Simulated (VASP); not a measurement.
Pt: single-point calculation at one volume of an equation of state

System: Pt (Im-3m, 1 atom in the cell).
Method: Kohn-Sham DFT of a periodic cell, LDA, VASP PAW LDA potentials, recommended, no spin polarisation (VASP 6.6.1).

The structure derives from a Materials Project entry. Its volume is 1.03 times that of the source entry. It belongs to a series of runs on one base structure; here: grid = ENCUT=460 k=13x13x13 ISMEAR=1 SIGMA=0.15 PREC=Accurate EDIFF=1e-06 LREAL=False ADDGRID=False LASPH=True; volume scaled by 1.03.

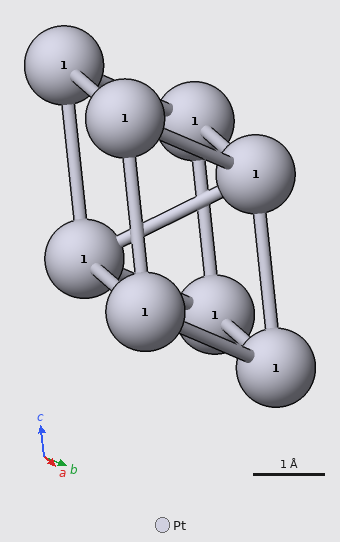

Figure 1. The structure as given in the input (ball-and-stick view of the cell of the calculation, seen slightly off an axis; atoms are numbered from 1 in the order of the input). Near neighbours in the crystal (not all of them lie inside the picture): Pt has 8 Pt at 2.77 Å.

Results in brief:

| quantity | value |
| --- | --- |
| outcome | converged |
| space group (tolerance 0.01 Å) | Im-3m (229) |
| electrons treated | 10 |
| free energy | −7.2781 eV |
| Fermi energy | 9.477 eV |
| gap on the k-point mesh | none (metallic) |
| pressure | −20.83 GPa |
| largest force (length of the vector) | under 0.001 eV/Å |
| hardware | 1 thread of Intel Xeon (Sapphire Rapids), 64 GiB of memory available, shared host |
| wall time | 6.8 s |
| peak memory | 0.12 GiB |

Settings chosen away from the usual ones: grid = ENCUT=460 k=13x13x13 ISMEAR=1 SIGMA=0.15 PREC=Accurate EDIFF=1e-06 LREAL=False ADDGRID=False LASPH=True; volume scaled by 1.03. The settings depart from the standard set-up of this series, which can bear on the numbers. Spin–orbit coupling is left out, which matters for Pt.

INCAR:
```
PREC = Accurate
ENCUT = 460
EDIFF = 1E-6
ISMEAR = 1
SIGMA = 0.15
LREAL = F
LASPH = T
NELM = 100
ALGO = Normal
ISIF = 2
LWAVE = F
LCHARG = F
GGA = CA
ADDGRID = F
```

KPOINTS:
```
regular mesh
0
Gamma
  13 13 13
```

POSCAR:
```
Pt
1.0
   -1.5999063667      1.5999063667      1.5999063667
    1.5999063667     -1.5999063667      1.5999063667
    1.5999063667      1.5999063667     -1.5999063667
Pt
1
Direct
    0.0000000000      0.0000000000      0.0000000000
```

Launch command:
```bash
cat potpaw_LDA.64/Pt/POTCAR > POTCAR
mpirun -np 1 vasp_std > vasp.out
```

OSZICAR:
```
N       E                     dE             d eps       ncg     rms          rms(c)
DAV:   1     0.314201626453E+02    0.31420E+02   -0.51149E+03  1640   0.923E+02
DAV:   2    -0.733090065228E+01   -0.38751E+02   -0.37293E+02  1626   0.175E+02
DAV:   3    -0.771102664824E+01   -0.38013E+00   -0.37900E+00  1763   0.174E+01
DAV:   4    -0.771230335820E+01   -0.12767E-02   -0.12767E-02  1613   0.106E+00
DAV:   5    -0.771231365202E+01   -0.10294E-04   -0.10293E-04  1665   0.922E-02    0.101E+01
DAV:   6    -0.731313053868E+01    0.39918E+00   -0.12152E+00  1517   0.938E+00    0.514E+00
DAV:   7    -0.728204017282E+01    0.31090E-01   -0.11697E-01  1604   0.278E+00    0.235E+00
DAV:   8    -0.727853668121E+01    0.35035E-02   -0.81545E-03  1581   0.943E-01    0.582E-01
DAV:   9    -0.727811372158E+01    0.42296E-03   -0.12176E-03  1558   0.332E-01    0.125E-02
DAV:  10    -0.727811664265E+01   -0.29211E-05   -0.49179E-06  1603   0.211E-02    0.679E-03
DAV:  11    -0.727811686097E+01   -0.21832E-06   -0.24679E-07   790   0.534E-03
   1 F= -.72781169E+01 E0= -.72776740E+01  d E =-.132859E-02
```

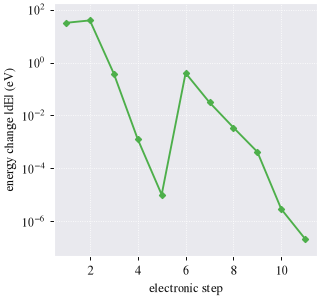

Figure 2. Convergence of the self-consistent field: energy change |dE| against the electronic step. It takes 11 electronic steps. The density is held fixed in the first few steps, and dE rises again when its update begins.

Parts of OUTCAR:
```
PREC = Accurate
   ENCUT = 460
   EDIFF = 1E-6
   ISMEAR = 1
   LREAL = F
   LASPH = T
   NELM = 100
   ISIF = 2
   GGA = CA

 Found     84 irreducible k-points:

 Following reciprocal coordinates:
            Coordinates               Weight
  0.000000  0.000000  0.000000      1.000000
  0.076923  0.000000  0.000000     12.000000
  0.153846  0.000000  0.000000     12.000000
  0.230769  0.000000  0.000000     12.000000
  0.307692  0.000000  0.000000     12.000000
  0.384615  0.000000  0.000000     12.000000
   k-points           NKPTS =     84   k-points in BZ     NKDIM =     84   number of bands    NBANDS=      9
   number of dos      NEDOS =    301   number of ions     NIONS =      1
   total plane-waves  NPLWV =   8000
   dimension x,y,z NGX =    20 NGY =   20 NGZ =   20
   dimension x,y,z NGXF=    40 NGYF=   40 NGZF=   40
   ions per type =               1
   NGX,Y,Z   is equivalent  to a cutoff of  12.00, 12.00, 12.00 a.u.
   NGXF,Y,Z  is equivalent  to a cutoff of  24.00, 24.00, 24.00 a.u.
 SYSTEM =  unknown system
   PREC   = accura    normal or accurate (medium, high low for compatibility)
   ISTART =      0    job   : 0-new  1-cont  2-samecut
   ICHARG =      2    charge: 1-file 2-atom 10-const
   ISPIN  =      1    spin polarized calculation?
   LNONCOLLINEAR =      F non collinear calculations
   LSORBIT =      F    spin-orbit coupling
   LASPH  =      T    aspherical Exc in radial PAW
   ENCUT  =  460.0 eV  33.81 Ry    5.81 a.u.   4.85  4.85  4.85*2*pi/ulx,y,z
   NELM   =    100;   NELMIN=  2; NELMDL= -5     # of ELM steps
   EDIFF  = 0.1E-05   stopping-criterion for ELM
   LREAL  =      F    real-space projection
   EDIFFG = 0.1E-04   stopping-criterion for IOM
   NSW    =      0    number of steps for IOM
   IBRION =     -1    ionic relax: 0-MD 1-quasi-New 2-CG
   NFREE  =      0    steps in history (QN), initial steepest desc. (CG)
   ISIF   =      2    stress and relaxation
   ISYM   =      2    0-nonsym 1-usesym 2-fastsym
   POTIM  = 0.5000    time-step for ionic-motion
   TEBEG  =    0.0;   TEEND  =   0.0 temperature during run
   PSTRESS=    0.0 pullay stress
   NELECT =      10.0000    total number of electrons
   NUPDOWN=      -1.0000    fix difference up-down
   EMIN   =  10.00;   EMAX   =-10.00  energy-range for DOS
   EFERMI =   0.00;   METHOD = LEGACY
   ISMEAR =     1;   SIGMA  =   0.15  broadening in eV -4-tet -1-fermi 0-gaus
   EFERMI_NEDOS =   21; number of points for ismear=-14 and -15
   IALGO  =     38    algorithm
   IMIX   =      4    mixing-type and parameters
     AMIX     =   0.40;   BMIX     =  1.00
     AMIX_MAG =   1.60;   BMIX_MAG =  1.00
  volume/ion in A,a.u.               =      16.38       110.55
  Fermi-wavevector in a.u.,A,eV,Ry     =   1.388759  2.624374 26.240903  1.928652
  Thomas-Fermi vector in A             =   2.512855
   LORBIT       =      0    0 simple, 1 ext, 2 COOP (PROOUT), +10 PAW based schemes
   GGA     = CA    functional components
   LHFCALC =     F    Hartree Fock is set to
   AEXX    =    0.0000 exact exchange contribution
   IVDW    =     0    specifies the selected vdW correction
   LEPSILON=     F    determine dielectric tensor
   LRPA    =     F    only Hartree local field effects (RPA)
 non-spin polarized calculation
 Methfessel and Paxton  Order N= 1 SIGMA  =   0.15
  energy-cutoff  :      460.00
  volume of cell :       16.38
 maximum number of plane-waves:       378
   NGX =  9   NGY =  9   NGZ =  9

 number of electron      10.0000003 magnetization

 Free energy of the ion-electron system (eV)
  ---------------------------------------------------
  ext. energy  EPLUGINS =         0.00000000
  ---------------------------------------------------
  free energy    TOTEN  =        -7.27811686 eV

  energy without entropy =       -7.27678827  energy(sigma->0) =       -7.27767400

 E-fermi :   9.4766     XC(G=0): -13.2073     alpha+bet :-15.4201

 val. band max:        9.4538013500   @ k =  -0.3846  -0.4615   0.2308
 cond. band min:       9.4955881335   @ k =  -0.3846   0.3846   0.1538
 fundamental gap:      0.0417867836
 Fermi energy:         9.4766356120

 k-point     1 :       0.0000    0.0000    0.0000
  band No.  band energies     occupation
      1       0.2572      2.00000
      2       6.0936      2.00000
      3       6.0936      2.00000
      4       6.0936      2.00000
      5       8.5073      2.00000
      6       8.5073      2.00000
      7      26.4875      0.00000
      8      26.4875      0.00000
      9      26.4875      0.00000

 k-point     2 :       0.0769    0.0000    0.0000
  band No.  band energies     occupation
      1       0.4893      2.00000
      2       6.0058      2.00000
      3       6.0941      2.00000
      4       6.2764      2.00000
      5       8.3965      2.00000
      6       8.5134      2.00000
      7      26.5823      0.00000
      8      26.6321      0.00000
      9      26.8236      0.00000

 k-point     3 :       0.1538    0.0000    0.0000
  band No.  band energies     occupation
      1       1.1471      2.00000
      2       5.7706      2.00000
      3       6.0787      2.00000
      4       6.8082      2.00000
      5       8.1822      2.00000
      6       8.5367      2.00000
      7      26.3890      0.00000
      8      26.5322      0.00000
      9      27.7860      0.00000

 k-point     4 :       0.2308    0.0000    0.0000
  band No.  band energies     occupation
      1       2.0726      2.00000
      2       5.4576      2.00000
      3       6.1038      2.00000
      4       7.6346      2.00000
      5       8.0846      2.00000
      6       8.5859      2.00000
      7      24.3041      0.00000
      8      25.6758      0.00000
      9      29.2452      0.00000

 k-point     5 :       0.3077    0.0000    0.0000
  band No.  band energies     occupation
      1       2.8657      2.00000
      2       5.1458      2.00000
      3       6.5559      2.00000
      4       8.1754      2.00000
      5       8.6449      2.00000
      6       8.6603      2.00000
      7      21.1960      0.00000
      8      24.3846      0.00000
      9      28.4190      0.00000

 k-point     6 :       0.3846    0.0000    0.0000
  band No.  band energies     occupation
      1       3.1540      2.00000
      2       4.9012      2.00000
      3       7.7254      2.00000
      4       8.4443      2.00000
      5       8.7410      2.00000
      6       9.6369     -0.06168
      7      18.1175      0.00000
      8      23.3065      0.00000
      9      26.2891      0.00000

 [... further k-points ...]

------------------------ aborting loop because EDIFF is reached ----------------------------------------

  FORCE on cell =-STRESS in cart. coord.  units (eV):
  Direction    XX          YY          ZZ          XY          YZ          ZX
  --------------------------------------------------------------------------------------
  -------------------------------------------------------------------------------------
  Total       -2.1302272     -2.1302272     -2.1302272     -0.0000000      0.0000000     -0.0000000
  in kB     -208.3496672   -208.3496672   -208.3496672     -0.0000000      0.0000000     -0.0000000
  external PRESSURE =    -208.3496672 kB  Pullay stress =       0.0000000 kB

 VOLUME and BASIS-vectors are now :
 -----------------------------------------------------------------------------
  energy-cutoff  :      460.00
  volume of cell :       16.38
      direct lattice vectors                 reciprocal lattice vectors
    -1.599906367  1.599906367  1.599906367     0.000000000  0.312518289  0.312518289
     1.599906367 -1.599906367  1.599906367     0.312518289  0.000000000  0.312518289
     1.599906367  1.599906367 -1.599906367     0.312518289  0.312518289  0.000000000

 POSITION                                       TOTAL-FORCE (eV/Angst)
 -----------------------------------------------------------------------------------
      0.00000      0.00000      0.00000         0.000000     -0.000000     -0.000000
 -----------------------------------------------------------------------------------
    total drift:                                0.000000     -0.000000      0.000000

  FREE ENERGIE OF THE ION-ELECTRON SYSTEM (eV)
  ---------------------------------------------------
  free  energy   TOTEN  =        -7.2781168610 eV

  energy  without entropy=       -7.2767882727  energy(sigma->0) =       -7.27767400
```

CONTCAR:
```
Pt
   1.00000000000000
    -1.5999063667000000    1.5999063667000000    1.5999063667000000
     1.5999063667000000   -1.5999063667000000    1.5999063667000000
     1.5999063667000000    1.5999063667000000   -1.5999063667000000
  Pt
     1
Direct
     0.0000000000000000    0.0000000000000000    0.0000000000000000

  0.00000000E+00  0.00000000E+00  0.00000000E+00
```
